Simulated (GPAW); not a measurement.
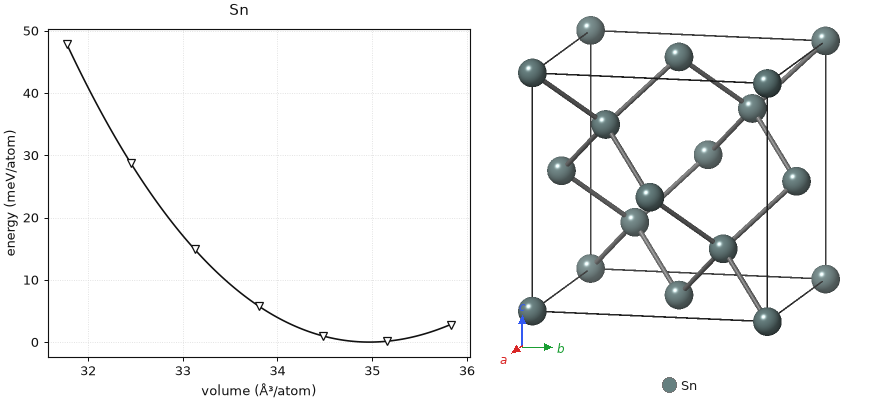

Plotted: energy against volume for Sn, space group Fd-3m (No. 227). The conventional cell is drawn beside the plot.

Starting cell:
```
Sn
1.0
     0.00000    3.23334    3.23334
     3.23334    0.00000    3.23334
     3.23334    3.23334    0.00000
Sn
2
Direct
  0.75000 0.75000 0.75000
  0.50000 0.50000 0.50000
```

Method: PAW DFT in plane waves, on a grid or in atomic orbitals, no spin polarisation; energies at scaled volumes of the given cell, shape and fractions fixed, counted from the fit's minimum, third-order Birch-Murnaghan fit (GPAW 26.7.0). Level: r2SCAN with D4.

k mesh 6×6×6; occupations Fermi–Dirac; smearing width 0.05 eV; potentials GPAW PAW data sets (gpaw data 1.2.1); wave cutoff 600 eV; program settings basis pw.

This calculation gives: equilibrium volume 34.97 Å³/atom and bulk modulus 44.8 GPa.

Now the level changes from r2SCAN with D4 to revPBE with D4. What happens?

The equilibrium volume rises from 34.97 to 35.28 Å³/atom (+0.9 %) and the bulk modulus falls from 44.8 to 40.3 GPa (−10 %).

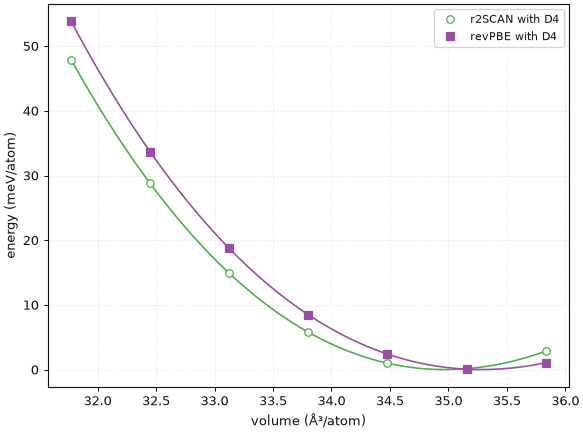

The two results together.

For r2SCAN with D4, limits of the calculation: the fit and the printed pressures don't fully agree, or the minimum lies near the end of the range.

V0 and the bulk modulus come from third-order Birch–Murnaghan fits.
